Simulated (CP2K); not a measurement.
**FeO: 6 runs along one coordinate**

System: FeO (2 atoms in the cell).
Method: Kohn-Sham DFT of a periodic cell, PBEsol, GTH-PBE with UZH-TZVP basis, spin-polarised (CP2K 2026.2).

The 6 runs differ only in the geometry, by an even scaling of the cell at fixed fractional positions. The structure derives from an entry of the Crystallography Open Database.

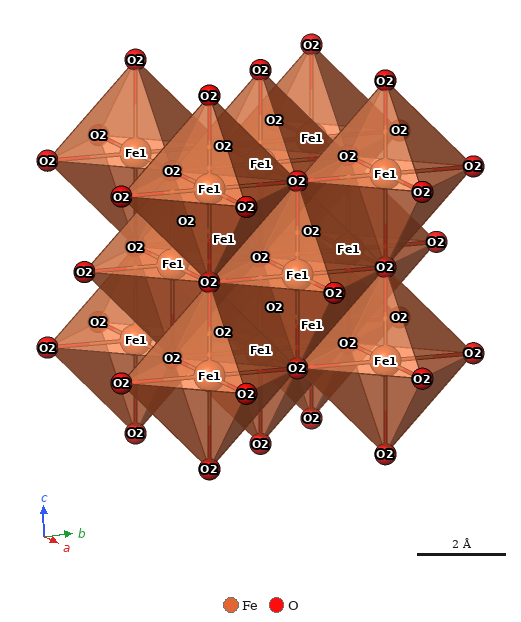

Figure 1. The structure of run 4 (polyhedral view of the cell 4 times as large as that of the calculation, set on its symmetry axes, seen slightly off an axis; polyhedra are completed across the faces of the cell; atoms are numbered from 1 in the order of the input). An atom can appear more than once, as a periodic image.

### Input of run 4
```
&GLOBAL
  PROJECT feo_eos
  RUN_TYPE ENERGY_FORCE
  PRINT_LEVEL LOW
&END GLOBAL
&FORCE_EVAL
  METHOD QS
  STRESS_TENSOR ANALYTICAL
  &DFT
    BASIS_SET_FILE_NAME BASIS_MOLOPT_UZH
    POTENTIAL_FILE_NAME POTENTIAL_UZH
    UKS T
    MULTIPLICITY 5
    WFN_RESTART_FILE_NAME previous-RESTART.kp
    &MGRID
      CUTOFF 600
      REL_CUTOFF 60
      NGRIDS 4
    &END MGRID
    &QS
      METHOD GPW
      EPS_DEFAULT 1.0E-10
    &END QS
    &KPOINTS
      SCHEME MONKHORST-PACK 11 11 11
      GAMMA_CENTERED T
      SYMMETRY T
      SYMMETRY_BACKEND SPGLIB
    &END KPOINTS
    &SCF
      SCF_GUESS RESTART
      EPS_SCF 1.0E-6
      MAX_SCF 150
      ADDED_MOS 13 17
      CHOLESKY OFF
      EPS_EIGVAL 1.0E-7
      &DIAGONALIZATION ON
        ALGORITHM STANDARD
      &END DIAGONALIZATION
      &MIXING ON
        METHOD PULAY_MIXING
        ALPHA 0.4
        BETA 1.5
        NBUFFER 6
      &END MIXING
      &SMEAR ON
        METHOD FERMI_DIRAC
        ELECTRONIC_TEMPERATURE 580.23
      &END SMEAR
    &END SCF
    &XC
      &XC_FUNCTIONAL
        &PBE
          PARAMETRIZATION PBESOL
        &END PBE
      &END XC_FUNCTIONAL
    &END XC
    &PRINT
      &KPOINTS ON
      &END KPOINTS
      &MULLIKEN ON
      &END MULLIKEN
      &MO ON
        ENERGIES T
        OCCUPATION_NUMBERS T
        &EACH
          QS_SCF 0
        &END EACH
        ADD_LAST NUMERIC
      &END MO
    &END PRINT
  &END DFT
  &SUBSYS
    &CELL
      A 3.0683832285 0.0000000000 0.0000000000
      B 1.5341916143 2.6572978245 0.0000000000
      C 1.5341916143 0.8857659415 2.5053244151
      PERIODIC XYZ
    &END CELL
    &COORD
      Fe  0.0000000000 0.0000000000 0.0000000000
      O   3.0683832286 1.7715318830 1.2526622076
    &END COORD
    &KIND Fe
      BASIS_SET TZVP-MOLOPT-PBE-GTH-q16
      POTENTIAL GTH-PBE-q16
      MAGNETIZATION 3.0
    &END KIND
    &KIND O
      BASIS_SET TZVP-MOLOPT-PBE-GTH-q6
      POTENTIAL GTH-PBE-q6
    &END KIND
    &PRINT
      &ATOMIC_COORDINATES ON
      &END ATOMIC_COORDINATES
      &CELL ON
      &END CELL
    &END PRINT
  &END SUBSYS
  &PRINT
    &FORCES ON
    &END FORCES
    &STRESS_TENSOR ON
    &END STRESS_TENSOR
  &END PRINT
&END FORCE_EVAL
```

Command:
```bash
OMP_NUM_THREADS=1 cp2k.psmp -i feo_eos.inp -o feo_eos.out
```

Run 3 differs from it as follows:
```diff
-      A 3.0683832285 0.0000000000 0.0000000000
-      B 1.5341916143 2.6572978245 0.0000000000
-      C 1.5341916143 0.8857659415 2.5053244151
+      A 3.0277376052 0.0000000000 0.0000000000
+      B 1.5138688026 2.6220976821 0.0000000000
+      C 1.5138688026 0.8740325607 2.4721374026
-      O   3.0683832286 1.7715318830 1.2526622076
+      O   3.0277376052 1.7480651214 1.2360687013
```

### Results, with one run withheld

```tsv
run	volume per atom (Å³)	free energy per atom, from the lowest run given (meV)	pressure (GPa)
1	9.413	3.10	4.83
2	9.613	0.00	0.21
3	9.813	?	?
4	10.214	21.19	−10.88
5	10.414	36.65	−13.79
6	10.614	55.50	−16.32
```

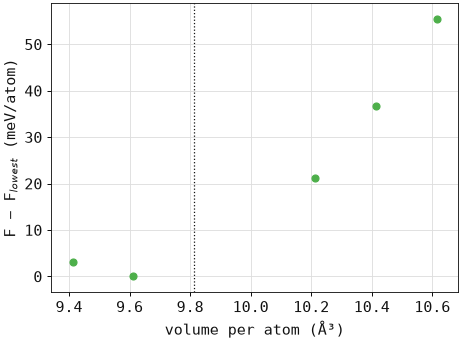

Figure 2. Free energy per atom of the runs given; the dotted line marks run 3.

What should run 3 give?

A cubic polynomial in V^(−2/3) (the Birch–Murnaghan form), fitted to the 5 runs given, misses them by at most 0.01 meV per atom. With x = V^(−2/3) − 0.21493 Å⁻², it reads F = 10.688 − 3489.7 x + 2.8224e+05 x² + 3.8206e+05 x³ (meV per atom). At run 3 it gives 2.35 meV per atom, and the run itself gives 2.36. The slope of the fit gives a pressure −dF/dV of −3.91 GPa there, and the run prints −3.91 GPa. The fit has its minimum at 9.623 Å³ per atom, where V d²F/dV² gives 209 GPa: the bulk modulus at this level, since symmetry fixes the shape and the positions.

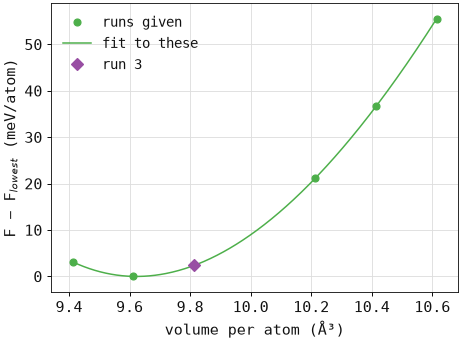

Figure 3. The fit and the withheld run.

### Some lines of the output (run 3)
```
[...]
 CELL_REF| Volume [angstrom^3]:                                        19.626358
                        Smear method:                                FERMI_DIRAC
  Step     Update method      Time    Convergence         Total energy    Change
  Fermi energy:                                                 0.43182239871043
  Total energy:                                              -139.41040635378889
  Total energy (extrapolated to T->0):                       -139.41020608633428
 MO| E(Fermi):            0.431822 a.u.         11.750485 eV
 MO| Band gap:            0.279680 a.u.          7.610478 eV
 MO| Band gap:            0.291172 a.u.          7.923203 eV
 MO| Band gap:            0.097562 a.u.          2.654788 eV
 MO| Band gap:            0.292402 a.u.          7.956659 eV
 MO| Band gap:            0.111462 a.u.          3.033043 eV
 MO| Band gap:            0.299668 a.u.          8.154379 eV
 MO| Band gap:            0.102247 a.u.          2.782296 eV
```
